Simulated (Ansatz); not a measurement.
```xyz
3
Lattice="2.6840 0.0000 0.0000 0.0000 2.6840 0.0000 0.0000 0.0000 5.1280" Properties=species:S:1:pos:R:3 pbc="T T T"
Fe    0.0000    0.0000    0.0000
Si    1.3420    1.3420    3.7434
Si    1.3420    1.3420    1.3846
```

Space group P4/mmm; computed pressure about −6 GPa in this cell; the program warned that a starting moment wasn't kept; spin-polarised, but the moments vanished.

The calculation used Ansatz, Kohn-Sham DFT of a periodic cell, LDA, Ansatz PAW.

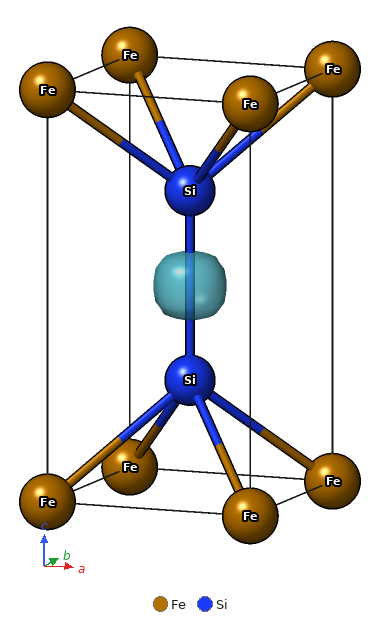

FeSi₂. Isosurface of the ELF at 0.9 (cyan), seen slightly off an axis. Core shells and regions of very low density are left out. Sticks mark near contacts.

Core electrons are frozen (PAW), and the valence fields are smoothed inside the atomic spheres.

> Identify the bonds, lone pairs and shells in this picture.

At this value the surface marks out one region between bonded Si–Si atoms, counted in one cell of 3 atoms. Regions shared between cells count once. Along the contacts the grid gives the following. Fe–Si (2.35 Å): the ELF peaks at about 0.65 in the valence shell of Si, 0.9 Å from its nucleus, and is about 0.45 at the midpoint. Si–Si (2.36 Å): the ELF peaks at about 0.95 between the atoms.

> Does the calculation give a band gap?

It is gapless in this calculation (a metal or semimetal).
